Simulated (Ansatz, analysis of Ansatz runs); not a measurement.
# Bond-centred H+ along c in ZnO: local vibrational mode, HSE06

Subject: bond-centred H+ along c in ZnO. Wanted: its local vibrational mode, in one set-up (HSE06, 32-site cell, PBE lattice, 420 eV, k: the zone centre alone, anharmonic cut). The model is a cell of 32 host atoms with 1 H put in. The frequencies come from force constants among the defect atom and its neighbours, with the masses of the isotopes named. Exact exchange opens the gap, stiffens bonds and lessens the self-interaction error, at many times the cost.

**The experiment.** O-H stretch, 1H: 3611.3 cm⁻¹ at 10 K, by IR absorption (quoted in “Hydrogen and Related Defects in Oxide Semiconductors”, 2012, M. C. Tarun, 2012 (Ph.D. dissertation, Washington State University), quoting earlier work (2002)). O-D stretch, 2H: 2668 cm⁻¹ at 9 K, by FTIR absorption (quoted in “Hydrogen-related defects in hydrothermally grown ZnO studied by Fourier Transform Infrared Spectroscopy”, 2010, Halvard Haug, quoting earlier work (2005)). The runs below try to reproduce this.

Calculated with Ansatz 0.2.0; plane-wave PAW DFT, HSE06; relaxation of all atoms of a defect supercell.

### 1. The structure

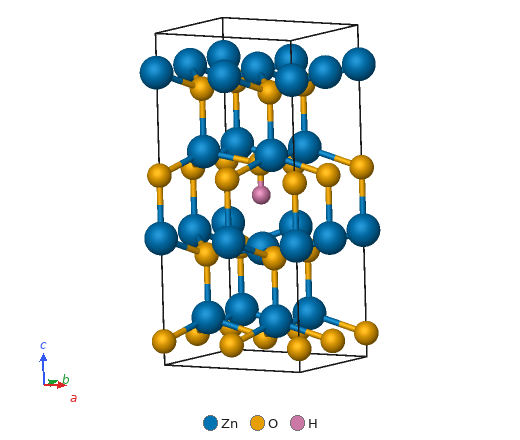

Start, viewed slightly off an axis; zinc blue, oxygen orange, hydrogen pink. Bonds to atoms that aren't drawn are left out. Some periodic images of atoms are drawn too.

The cell holds 33 atoms: 16 Zn, 16 O and 1 H. Cell: a = 6.559 Å, b = 6.559 Å, c = 10.587 Å, α = 90.0°, β = 90.0°, γ = 120.0°. It derives from ZnO (space group P6_3mc). Nearest the centre at fractional (0.667, 0.333, 0.368): H33 at 0.00 Å, O20 at 1.00 Å, Zn17 at 1.70 Å, Zn22 at 2.35 Å, Zn30 at 2.35 Å, Zn6 at 2.35 Å, O19 at 2.68 Å, O27 at 2.68 Å. The cell carries charge +1.

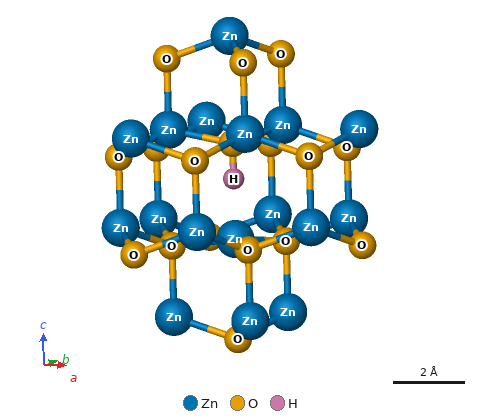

The atoms within 5 Å of the centre.

The host's primitive cell comes from a first run (plane-wave PAW DFT, PBE; relaxation of the host's cell and atoms): vectors of 3.280, 3.280 and 5.293 Å. That is 12.33 Å³ an atom, 3.6 % over the diffraction cell's volume. The supercell is built on it.

### 2. Relaxation, charge +1

Every later number rests on the structure around the defect, so the atoms are relaxed at the host's lattice first.

The input, relax/input.yaml:

```yaml
relax:
  f_tol: 0.01
  max_steps: 80
  random_displacement: { amplitude: 0.02, seed: 755 }
crystal:
  lattice:
    - [6.55903994, 0.0, 0.0]
    - [-3.27951997, 5.68029521, 0.0]
    - [0.0, 0.0, 10.58650211]
  atoms:
    - { symbol: Zn, position: [0.166666667, 0.333333333, 0.249983552] }
    - { symbol: Zn, position: [0.333333333, 0.166666667, -1.6448e-05] }
    - { symbol: O, position: [0.333333333, 0.166666667, 0.189521448] }
    - { symbol: O, position: [0.166666667, 0.333333333, 0.439521448] }
    - { symbol: Zn, position: [0.166666667, 0.333333333, 0.749983552] }
    - { symbol: Zn, position: [0.333333333, 0.166666667, 0.499983552] }
    - { symbol: O, position: [0.333333333, 0.166666667, 0.689521448] }
    - { symbol: O, position: [0.166666667, 0.333333333, 0.939521448] }
    - { symbol: Zn, position: [0.166666667, 0.833333333, 0.249983552] }
    - { symbol: Zn, position: [0.333333333, 0.666666667, -1.6448e-05] }
    - { symbol: O, position: [0.333333333, 0.666666667, 0.189521448] }
    - { symbol: O, position: [0.166666667, 0.833333333, 0.439521448] }
    - { symbol: Zn, position: [0.166666667, 0.833333333, 0.749983552] }
    - { symbol: Zn, position: [0.333333333, 0.666666667, 0.499983552] }
    - { symbol: O, position: [0.333333333, 0.666666667, 0.689521448] }
    - { symbol: O, position: [0.166666667, 0.833333333, 0.939521448] }
    - { symbol: Zn, position: [0.666666667, 0.333333333, 0.207476594] }
    - { symbol: Zn, position: [0.833333333, 0.166666667, -1.6448e-05] }
    - { symbol: O, position: [0.833333333, 0.166666667, 0.189521448] }
    - { symbol: O, position: [0.666666667, 0.333333333, 0.463136425] }
    - { symbol: Zn, position: [0.666666667, 0.333333333, 0.749983552] }
    - { symbol: Zn, position: [0.833333333, 0.166666667, 0.499983552] }
    - { symbol: O, position: [0.833333333, 0.166666667, 0.689521448] }
    - { symbol: O, position: [0.666666667, 0.333333333, 0.939521448] }
    - { symbol: Zn, position: [0.666666667, 0.833333333, 0.249983552] }
    - { symbol: Zn, position: [0.833333333, 0.666666667, -1.6448e-05] }
    - { symbol: O, position: [0.833333333, 0.666666667, 0.189521448] }
    - { symbol: O, position: [0.666666667, 0.833333333, 0.439521448] }
    - { symbol: Zn, position: [0.666666667, 0.833333333, 0.749983552] }
    - { symbol: Zn, position: [0.833333333, 0.666666667, 0.499983552] }
    - { symbol: O, position: [0.833333333, 0.666666667, 0.689521448] }
    - { symbol: O, position: [0.666666667, 0.833333333, 0.939521448] }
    - { symbol: H, position: [0.666667002, 0.333332998, 0.368445448] }
total_charge: 1
basis:
  ecutwfc: 420
  xc_grid: 2
hamiltonian:
  xc: hse06
kpoints:
  mp_grid: { grid: [1, 1, 1] }
scf:
  occupations: { method: fermi_dirac, width: 0.01 }
  max_iter: 120
output:
  forces: true
checkpoint:
  write: "../relax.run"
  compress: false
  write_wavefunctions: true
  write_every: 100000
```

Launch:

```bash
$ ansatz run input.yaml --threads 4 --pin off --max-ram 7536MiB --backend cpu --events-out ev --progress --plain --runs-dir out
```

Numbers of over 12 decimals in the logs are rounded to 6 here.

Log:

```text
[... repeated set-up lines and file paths are left out, and long positions are rounded to six places ...]
exact exchange: scf.exx.singularity resolves to wigner_seitz, which cuts the screened interaction at the faces of the exchange supercell's Wigner-Seitz cell, so that each pair interacts once, at the shortest of its separations (the periodic images that this [...]
Engine: ansatz 0.2.0, x86_64-unknown-linux-gnu
Pseudopotentials: kind: paw
Pseudopotential: Zn, paw, valence charge 12, recommended cutoff 420 eV (normal), Zn.paw.azcp
Pseudopotential: O, paw, valence charge 6, recommended cutoff 420 eV (normal), O.paw.azcp
Pseudopotential: H, paw, valence charge 1, recommended cutoff 420 eV (normal), H.paw.azcp
Functional definition: HSE06
  parameter a = 0.25
  parameter omega = 0.11/bohr
  exchange = pbe_x - a*pbe_x_sr(omega) + a*exact_x_sr(omega)
  correlation = pbe_c
Crystal: 33 atoms, lattice volume = 394.424 Å³
Basis set: ecut = 420 eV, 7607 PW (Γ), exchange–correlation on 90×90×144 points (8 copies of the dense FFT grid, shifted against one another)
Bands: 177, of which v1, the nominal top of the filled ones, is band 144 counted from 1 (143 counted from 0)
Symmetry: 1 space group operations
k-points: 1
Non-local potential: Zn, projectors of the file, l = 0: 2, l = 1: 2, l = 2: 3, l = 3: 1
Non-local potential: O, projectors of the file, l = 0: 2, l = 1: 2, l = 2: 1
Non-local potential: H, projectors of the file, l = 0: 2, l = 1: 1
PAW form: soft (Blöchl's): semilocal exchange-correlation on the pseudo side does not see the compensation charge
PAW frozen core: Zn, regenerated for the run's functional, and the local potential with it (the file was generated under x = pbe(κ = 0.804, μ = 0.219515), c = pbe(β = 0.066725))
PAW frozen core: O, regenerated for the run's functional, and the local potential with it (the file was generated under x = pbe(κ = 0.804, μ = 0.219515), c = pbe(β = 0.066725))
PAW one-centre angular grid: Zn, 590 points (default); XC on 64 Gauss nodes
PAW one-centre angular grid: O, 110 points (default); XC on 96 Gauss nodes
PAW one-centre angular grid: H, 110 points (default); XC on 64 Gauss nodes
Initial density: superposition of atomic densities (neutral atoms scaled as one to the charged cell's electrons: chi_scale 0, normalization atom), corrected by the library's trained network
Initial wavefunctions: pseudopotential atomic-orbital guess
Functional: x = pbe(κ = 0.804, μ = 0.219515), c = pbe(β = 0.066725), warm-up for x = pbe(κ = 0.804, μ = 0.219515) + 0.25 (exact − pbe) at short range (hse, ω = 0.207870 Å⁻¹), c = pbe(β = 0.066725); [...]
SCF iter   1: F=—  HF=-62206.770546 eV  |F-HF|=—  |Δ(HF+E_count)|=         —  Δρ=2.62e-2  dr2=1.80e0  ethr=1.77e-3  ⟨swp⟩=12.0  Hψ=817  notcnv=0
preconditioner: auto → none  [insulator: Δε(μ)=0.627 eV  Ē_g=12.491 eV  σ=0.010 eV  W_gap=1.00  n_scr=110 (ndim 8)  ℏωp=31.7 eV  f_vac=0.039  D(μ)=0.00/eV (n_scr^D=0)]
SCF iter   2: F=—  HF=-62206.307089 eV  |F-HF|=—  |Δ(HF+E_count)|=   4.63e-1  Δρ=1.14e-2  dr2=2.98e-1  ethr=6.25e-4  ⟨swp⟩=7.0  Hψ=548  notcnv=0
iter 3 solved again at ethr=9.53e-6 eV; its pass at ethr=1.04e-4 eV (dr2=2.74e-2 eV) is discarded
SCF iter   3: F=—  HF=-62206.202052 eV  |F-HF|=—  |Δ(HF+E_count)|=   1.05e-1  Δρ=3.48e-3  dr2=2.75e-2  ethr=9.53e-6  ⟨swp⟩=2.0  Hψ=870  notcnv=0
SCF iter   4: F=—  HF=-62206.205037 eV  |F-HF|=—  |Δ(HF+E_count)|=   2.99e-3  Δρ=2.24e-3  dr2=2.26e-2  ethr=9.53e-6  ⟨swp⟩=6.0  Hψ=545  notcnv=0
SCF iter   5: F=—  HF=-62206.201295 eV  |F-HF|=—  |Δ(HF+E_count)|=   3.74e-3  Δρ=5.70e-4  dr2=7.32e-4  ethr=7.85e-6  ⟨swp⟩=6.0  Hψ=446  notcnv=0
SCF iter   6: F=—  HF=-62206.202339 eV  |F-HF|=—  |Δ(HF+E_count)|=   1.04e-3  Δρ=5.53e-4  dr2=1.03e-3  ethr=2.54e-7  ⟨swp⟩=4.0  Hψ=537  notcnv=0
SCF iter   7: F=—  HF=-62206.202266 eV  |F-HF|=—  |Δ(HF+E_count)|=   7.27e-5  Δρ=8.32e-5  dr2=2.59e-5  ethr=2.54e-7  ⟨swp⟩=3.0  Hψ=381  notcnv=0
SCF iter   8: F=—  HF=-62206.202267 eV  |F-HF|=—  |Δ(HF+E_count)|=   8.27e-7  Δρ=3.88e-5  dr2=5.48e-6  ethr=9.01e-9  ⟨swp⟩=3.0  Hψ=450  notcnv=0
SCF iter   9: F=—  HF=-62206.202266 eV  |F-HF|=—  |Δ(HF+E_count)|=   1.01e-6  Δρ=1.69e-5  dr2=7.86e-7  ethr=1.90e-9  ⟨swp⟩=3.0  Hψ=370  notcnv=0
SCF iter  10: F=—  HF=-62206.202266 eV  |F-HF|=—  |Δ(HF+E_count)|=   1.58e-8  Δρ=8.39e-6  dr2=2.02e-7  ethr=2.73e-10  ⟨swp⟩=3.0  Hψ=403  notcnv=0
SCF iter  11: F=-62206.202266 eV  HF=-62206.202266 eV  |F-HF|=1.94e-8  |Δ(HF+E_count)|=   1.74e-8  Δρ=2.65e-6  dr2=2.78e-8  ethr=7.02e-11  ⟨swp⟩=3.0  Hψ=390  notcnv=0
SCF 1 converged in 11 iterations: F = -62206.202266 eV  dr2 = 2.78e-8
  greatest PAW one-centre occupation: 0.988 electrons in one spin orbital (limit 2), on the Zn atom at site 16 (counted from 0), in its partial waves of l = 2
Initial density: handed on by an earlier stage of this run
Initial wavefunctions: those handed on with the density
Functional: x = pbe(κ = 0.804, μ = 0.219515) + 0.25 (exact − pbe) at short range (hse, ω = 0.207870 Å⁻¹), c = pbe(β = 0.066725); HSE06 as pw.x's `hse` composes it (authors' and Libxc's form: `xc: wpbeh`)
Exchange kernel: α = 0.2500, screened, ω = 0.2079 Å⁻¹, Wigner–Seitz truncation, v(0) = 690.4258 eV·Å³, q-mesh 1×1×1, nearest image of the exchange supercell L = 6.56 Å, pair-density grid 32×32×50, without the augmentation charges, whose exchange is taken in [...]
Frozen-core exchange: fock
iter 1 solved again at ethr=3.93e-4 eV; its pass at ethr=1.00e-1 eV (dr2=1.13e0 eV) is discarded
SCF iter   1: F=—  HF=-62204.614592 eV  |F-HF|=—  |Δ(HF+E_count)|=         —  Δρ=2.62e-2  dr2=1.51e0  ethr=3.93e-4  ⟨swp⟩=5.0  Hψ=850  notcnv=0
SCF iter   2: F=—  HF=-62204.149743 eV  |F-HF|=—  |Δ(HF+E_count)|=   4.65e-1  Δρ=4.77e-3  dr2=7.21e-2  ethr=3.93e-4  ⟨swp⟩=5.0  Hψ=596  notcnv=0
SCF iter   3: F=—  HF=-62204.264138 eV  |F-HF|=—  |Δ(HF+E_count)|=   1.14e-1  Δρ=5.77e-3  dr2=6.49e-2  ethr=1.81e-5  ⟨swp⟩=5.0  Hψ=656  notcnv=0
SCF iter   4: F=—  HF=-62204.253486 eV  |F-HF|=—  |Δ(HF+E_count)|=   1.07e-2  Δρ=2.44e-3  dr2=1.49e-2  ethr=1.81e-5  ⟨swp⟩=2.0  Hψ=354  notcnv=0
SCF iter   5: F=—  HF=-62204.253399 eV  |F-HF|=—  |Δ(HF+E_count)|=   8.70e-5  Δρ=8.40e-4  dr2=3.32e-3  ethr=3.34e-6  ⟨swp⟩=3.0  Hψ=488  notcnv=0
SCF iter   6: F=—  HF=-62204.264360 eV  |F-HF|=—  |Δ(HF+E_count)|=   1.10e-2  Δρ=7.27e-4  dr2=1.32e-3  ethr=7.53e-7  ⟨swp⟩=5.0  Hψ=604  notcnv=0
SCF iter   7: F=-62204.263610 eV  HF=-62204.263649 eV  |F-HF|=3.96e-5  |Δ(HF+E_count)|=   7.10e-4  Δρ=9.84e-5  dr2=4.81e-5  ethr=4.39e-7  ⟨swp⟩=4.0  Hψ=478  notcnv=0
SCF 2 stopped early in 7 iterations: F = -62204.263610 eV  dr2 = 4.81e-5
[...]
SCF iter   4: F=—  HF=-62205.357345 eV  |F-HF|=—  |Δ(HF+E_count)|=   2.75e-8  Δρ=2.48e-6  dr2=2.96e-8  ethr=3.27e-11  ⟨swp⟩=4.0  Hψ=426  notcnv=0
SCF iter   5: F=—  HF=-62205.357345 eV  |F-HF|=—  |Δ(HF+E_count)|=   9.68e-9  Δρ=7.16e-7  dr2=1.51e-9  ethr=9.34e-12  ⟨swp⟩=4.0  Hψ=428  notcnv=0
SCF iter   6: F=—  HF=-62205.357345 eV  |F-HF|=—  |Δ(HF+E_count)|=   1.38e-9  Δρ=5.42e-7  dr2=9.71e-10  ethr=1.46e-12 (applied; sched 1.00e-12)  ⟨swp⟩=3.0  Hψ=362  notcnv=0
SCF iter   7: F=-62205.357345 eV  HF=-62205.357345 eV  |F-HF|=2.18e-11  |Δ(HF+E_count)|=  2.91e-10  Δρ=1.33e-7  dr2=5.21e-11  ethr=1.30e-12 (applied; sched 1.00e-12)  ⟨swp⟩=3.0  Hψ=322  notcnv=0
SCF 24 converged in 7 iterations: F = -62205.357345 eV  dr2 = 5.21e-11
  Residual-converged pass: ⟨swp⟩=4.0  Hψ=467  notcnv=0  max |occ|·‖R‖ = 1.4e-7 eV (tolerance 1.8e-7 eV)  dr2=5.07e-11  dr2_onsite=1.79e-11  max |Δocc| = 0.0e0
hybrid outer 2: dexx = +9.758e-7 eV, tail = 1.15e-8 eV, Δε = 2.23e-4 eV (about 6.47e-6 eV left of the loop's levels), ΔF = 6.55e-3 eV/Å (tail 1.04e-2)
SCF iter   1: F=—  HF=-62205.357345 eV  |F-HF|=—  |Δ(HF+E_count)|=         —  Δρ=5.29e-7  dr2=1.42e-9  ethr=1.99e-11  ⟨swp⟩=12.0  Hψ=565  notcnv=0
SCF iter   2: F=—  HF=-62205.357345 eV  |F-HF|=—  |Δ(HF+E_count)|=  5.02e-10  Δρ=1.54e-7  dr2=1.39e-10  ethr=1.30e-12 (applied; sched 1.00e-12)  ⟨swp⟩=2.0  Hψ=321  notcnv=0
SCF iter   3: F=-62205.357345 eV  HF=-62205.357345 eV  |F-HF|=1.46e-11  |Δ(HF+E_count)|=  5.60e-10  Δρ=9.26e-8  dr2=3.00e-11  ethr=1.30e-12 (applied; sched 1.00e-12)  ⟨swp⟩=2.0  Hψ=321  notcnv=0
SCF 25 converged in 3 iterations: F = -62205.357345 eV  dr2 = 3.00e-11
  Residual-converged pass: ⟨swp⟩=3.0  Hψ=465  notcnv=0  max |occ|·‖R‖ = 1.6e-7 eV (tolerance 1.8e-7 eV)  dr2=3.43e-11  dr2_onsite=9.38e-12  max |Δocc| = 0.0e0
hybrid outer 3: dexx = +4.323e-10 eV, tail = 1.03e-10 eV, Δε = 6.04e-6 eV (about 5.41e-7 eV left of the loop's levels), ΔF = 1.14e-3 eV/Å (tail 2.20e-4)
relax step   8: F+E_penalty+E_count = -62205.35734459 eV  Δ(F+E_penalty+E_count) = -6.202e-5 eV  max|allowed force component| = 1.439e-3 eV/Å  Δτ_max = 0.0048 Å  (16 SCF iters, accepted)
hybrid SCF converged: 3 outer / 16 inner (+0 warm-up), last move |dexx| = 4.32e-10 eV, tail = 1.03e-10 eV
Stability not checked: this state was not tested for a lower state beside it, because the functional holds exact exchange (a hybrid, or Hartree-Fock), whose exchange loop this test does not read (fock_operator; see scf.lower_state_search)
Free energy (F): -62205.357345 eV
Harris-Foulkes:  -62205.357345 eV  (|F-HF|=1.46e-11)
Internal energy: -62205.357345 eV  (E = F + TS)
E sigma→0 (E₀):  -62205.357345 eV
Fermi energy:    6.861046 eV
--- Per-component energies (eV) ---
  E_band       = -158.560355
  E_kinetic    = 4914.054975
  E_local      = -33046.639391  (includes V_loc(G=0)·N_el)
  E_nonlocal   = 10734.142399
  E_hartree    = 13696.759282
  E_xc         = -2668.552981
  E_vxc        = -1840.450998  (∫ρ·V_xc dr)
  E_exx        = -982.776568  (= α·E_x^exact, valence–valence)
  E_paw        = -31610.592277  (= ΣΔE_a)
  E_vpaw       = -6347.665175  (= ΣTr[D̂ρ^β])
  E_aug_tail   = 0.032336  (compensation charges beyond the density's cutoff)
  E_ewald      = -23251.609231
  E_core_change = 9.824110  (= ΣΔE_core)
  E_smearing   = -0.000000  (= −TS)
  E_closure    = 0.000002  (closes the sum)
  E_deformation_potential = 13.654253  (in the stress; not in F)
  Σ components = -62205.357345   (vs F -62205.357345, Δ=0.00e0)
--- Forces (eV/Å), atoms counted from 1 ---
  atom   1  Zn    -0.00002251     0.00066496    -0.00004730
  atom   2  Zn     0.00007398     0.00001716    -0.00037611
  atom   3  O      0.00035023     0.00020497     0.00001399
  atom   4  O      0.00002428     0.00000220    -0.00133571
  atom   5  Zn     0.00001378    -0.00047440    -0.00006742
  atom   6  Zn     0.00031186     0.00013179     0.00053749
  atom   7  O     -0.00004555     0.00000424     0.00038866
  atom   8  O     -0.00009036     0.00037865     0.00021462
  atom   9  Zn     0.00061692    -0.00028465    -0.00006958
  atom  10  Zn    -0.00002393     0.00006559    -0.00001575
  atom  11  O      0.00002245     0.00002125    -0.00024132
  atom  12  O     -0.00000234    -0.00000378    -0.00143323
  atom  13  Zn    -0.00039815     0.00024825    -0.00006899
  atom  14  Zn     0.00004765     0.00004555     0.00074825
  atom  15  O     -0.00000701    -0.00003611    -0.00035888
  atom  16  O      0.00031533    -0.00016978     0.00016138
  atom  17  Zn    -0.00002881     0.00002901    -0.00025363
  atom  18  Zn    -0.00024695     0.00003875    -0.00018802
  atom  19  O     -0.00074595     0.00036670     0.00027493
  atom  20  O      0.00014733    -0.00001703    -0.00120992
  atom  21  Zn    -0.00002024    -0.00003050    -0.00025139
  atom  22  Zn    -0.00015966     0.00013869     0.00061528
  atom  23  O      0.00010350    -0.00000536     0.00055141
  atom  24  O     -0.00005616     0.00001607     0.00136907
  atom  25  Zn    -0.00063680    -0.00032996    -0.00003431
  atom  26  Zn    -0.00007011    -0.00017400    -0.00020547
  atom  27  O     -0.00006698    -0.00070845     0.00012549
  atom  28  O      0.00004085    -0.00000428    -0.00143689
  atom  29  Zn     0.00031021     0.00017692    -0.00003597
  atom  30  Zn     0.00003865    -0.00026127     0.00058049
  atom  31  O      0.00005078     0.00008651     0.00045527
  atom  32  O     -0.00029184    -0.00014521     0.00024036
  atom  33  H      0.00043266     0.00000783     0.00143638
  max |Σ_I F_I| component: 8.32e-5 eV/Å
--- Band table (eV) ---
  k-point 0: bands = ["-15.5613", "-13.5073", "-13.1564", "-13.1197", [... 152 left out ...] "13.3739", "13.9225", "14.3818", "14.3825"]
  guard bands above this table: 17 of the run's 177 bands. The solve was not asked for them (output.publish_guard_bands: true or output.eigenvalues: true publishes all)
--- Relaxed structure (8 steps of the walk, 8 accepted, 0 SCFs on fresh bases) ---
  F+E_penalty+E_count = -62205.35734459 eV   max|allowed force component| = 1.439e-3 eV/Å
  atoms:
    - { symbol: Zn, position: [0.166229, 0.332542, 0.250916] }
    - { symbol: Zn, position: [0.316204, 0.158067, -0.007316] }
    - { symbol: O, position: [0.327875, 0.163894, 0.183100] }
    - { symbol: O, position: [0.164629, 0.329489, 0.439052] }
    - { symbol: Zn, position: [0.169592, 0.339393, 0.750010] }
    - { symbol: Zn, position: [0.314872, 0.157424, 0.510572] }
    - { symbol: O, position: [0.334798, 0.167373, 0.695552] }
    - { symbol: O, position: [0.169054, 0.338204, 0.935889] }
    - { symbol: Zn, position: [0.166216, 0.833601, 0.250924] }
    - { symbol: Zn, position: [0.333219, 0.666573, 0.004768] }
    - { symbol: O, position: [0.333218, 0.666575, 0.192365] }
    - { symbol: O, position: [0.164635, 0.835110, 0.439061] }
    - { symbol: Zn, position: [0.169601, 0.830155, 0.750024] }
    - { symbol: Zn, position: [0.333180, 0.666572, 0.497708] }
    - { symbol: O, position: [0.333195, 0.666575, 0.683406] }
    - { symbol: O, position: [0.169040, 0.830770, 0.935903] }
    - { symbol: Zn, position: [0.666641, 0.333245, 0.170263] }
    - { symbol: Zn, position: [0.841755, 0.158039, -0.007355] }
    - { symbol: O, position: [0.835983, 0.163831, 0.183044] }
    - { symbol: O, position: [0.666432, 0.333239, 0.465108] }
    - { symbol: Zn, position: [0.666526, 0.333241, 0.757956] }
    - { symbol: Zn, position: [0.842267, 0.157477, 0.510503] }
    - { symbol: O, position: [0.832379, 0.167396, 0.695500] }
    - { symbol: O, position: [0.666572, 0.333242, 0.955448] }
    - { symbol: Zn, position: [0.667257, 0.833582, 0.250909] }
    - { symbol: Zn, position: [0.841739, 0.683620, -0.007338] }
    - { symbol: O, position: [0.835953, 0.672007, 0.183070] }
    - { symbol: O, position: [0.670264, 0.835120, 0.439046] }
    - { symbol: Zn, position: [0.660386, 0.830177, 0.749996] }
    - { symbol: Zn, position: [0.842294, 0.684817, 0.510537] }
    - { symbol: O, position: [0.832388, 0.664953, 0.695526] }
    - { symbol: O, position: [0.661580, 0.830748, 0.935874] }
    - { symbol: H, position: [0.666197, 0.333233, 0.374625] }
```

It took 1.8 min on 4 threads of Intel Xeon Platinum 8559C (Emerald Rapids), shared host; peak memory 1.1 GiB.

(Continued in part 2 of 2.)

[Logs are printed without paths, hosts, clocks, repeated set-up lines and the standing remarks that a program may print on its own settings, such as how far it seeks lower states.]

[Hosts, paths, dates, database ids (printed as entryN), source tags and the programs' standing remarks are cut or masked in the printed files.]

[For some hosts the program warned that the k-mesh of the response run may be too coarse for force constants and the static dielectric constant; such warnings are not shown here.]
